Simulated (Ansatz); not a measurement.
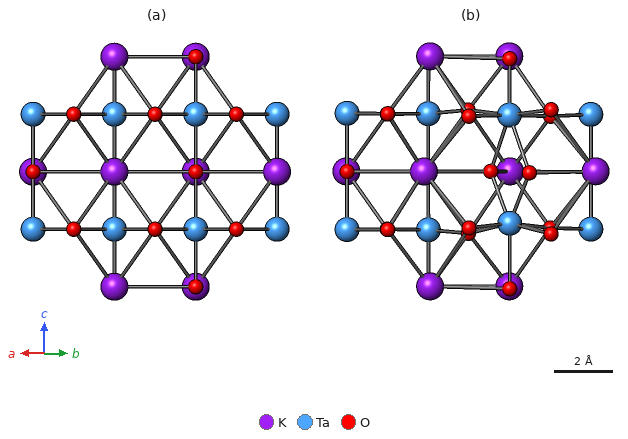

Left: perfect KTaO$_{3}$. Right: the same region with one point defect, after relaxing the atoms in a supercell of 40 sites. Style: ball-and-stick. Shown: the atoms within 5.4 Å of one point, in a slice 5.0 Å thick across the line of sight, along [110].

Theory: DFT, PBEsol, PAW, plane waves (Ansatz). Settings: plane-wave cutoff 420 eV; k-point mesh 1 × 1 × 1; mesh shifted by (0.25, 0.25, 0.25); collinear spin. Fermi-Dirac smearing of 0.01 eV. A uniform background neutralises the charged cell. The axes drawn are those of the host's conventional cell.

Which defect is it?

An extra oxygen atom is put between the host's atoms (an interstitial).

The charge state of the cell is −1.

How does the lattice respond?

The O atom starts with 4 O at 1.99 to 2.00 Å, 2 K at 1.99 Å around its place and ends with 1 O at 1.90 Å, 2 Ta at 2.03 to 2.16 Å. Of the host's atoms, an oxygen atom moves furthest from its site, by 0.97 Å. The O atom itself moves 1.06 Å from where it was put. The cell's net moment is 1.00 μB.

Limits of the set-up: the periodic images lie only 8.0 Å apart, so the values are limited by the cell's size; the cell is charged, on a uniform background, and energies carry no finite-size correction.
